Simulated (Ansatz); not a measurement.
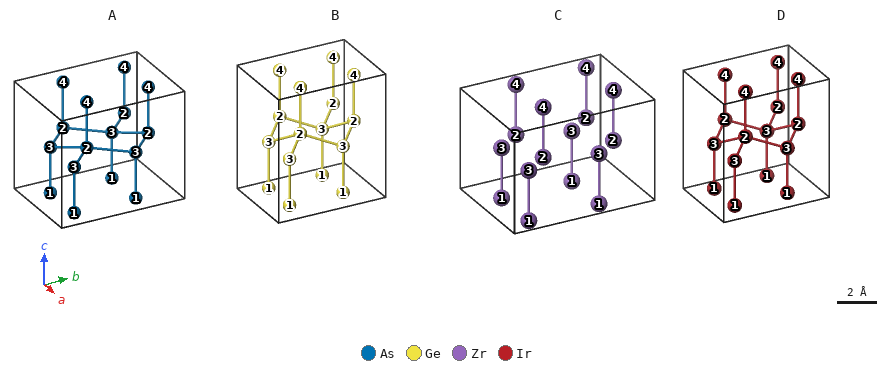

One structure type (space group P6_3/mmc for the parent) with different elements on its sites, each relaxed in cell and atoms to zero pressure (within 0.1 GPa). Style: ball-and-stick. Shown: the cell of the calculation, repeated to show the pattern, slightly off an axis.

Computed with Ansatz, DFT r2SCAN, scalar-relativistic, plane waves, PAW. Set-up: plane-wave cutoff 500 eV; occupations gaussian; no spin polarisation. The k-mesh is chosen for each cell (12×12×8, 12×12×6). Smearing widths differ between the runs.

### Give the formulas, and rank the crystals by volume per atom, smallest first.

D = Ir (21.2 Å³), B = Ge (22.8 Å³), A = As (26.2 Å³), C = Zr (32.0 Å³).

### Which have a band gap?

As: metallic; Ge: 0.10 eV; Zr: metallic; Ir: metallic.
